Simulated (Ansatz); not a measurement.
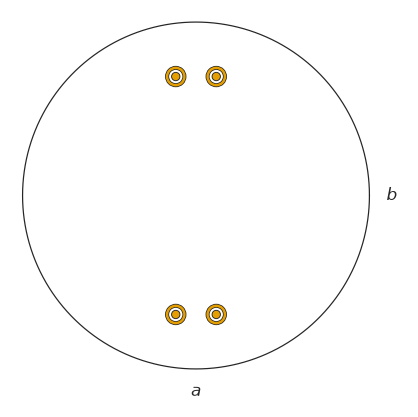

Stereographic projection: filled dots lie in the upper hemisphere, open rings in the lower. The c axis points at the viewer. The poles are all faces of one general form. Computed from the symmetry operations of a computed or model structure of composition Se, which need not be its known form.

Which point group is this?

mmm (D2h), order 8, orthorhombic system: three twofold axes, three mirror planes, an inversion centre.

Can such a crystal be piezoelectric, pyroelectric or chiral?

It is centrosymmetric, so neither piezoelectric nor pyroelectric; it is not chiral.
